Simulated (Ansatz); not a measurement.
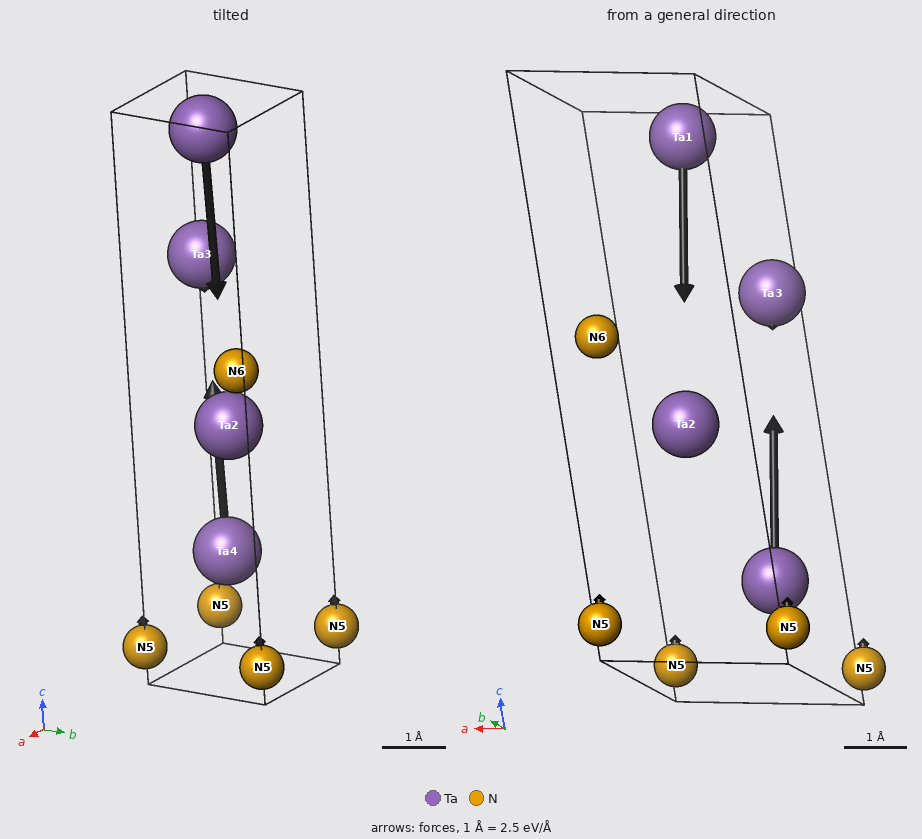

Spheres-only drawing of the structure, looking slightly off an axis and from a general direction. The simulation cell is drawn as a box. The arrows are the computed forces on the atoms.

System: Ta₂N. The calculation used Ansatz, DFT PBEsol, scalar-relativistic, plane waves, PAW, with a 420 eV plane-wave basis, a 17×17×5 k-point grid, Gaussian smearing of 0.15 eV, no spin polarisation.

Q: Has this structure been optimised to equilibrium?

A: No. The atoms still feel forces of up to about 5.7 eV/Å, far above a usual threshold of 0.01 to 0.03 eV/Å.

Q: On which atom is the force largest?

A: Ta1 and Ta4, about 5.7 eV/Å.

It goes back to a structure listed in the Materials Project. The cell was then strained or its atoms displaced on purpose. Ansatz was used for an electronic-structure calculation on it.
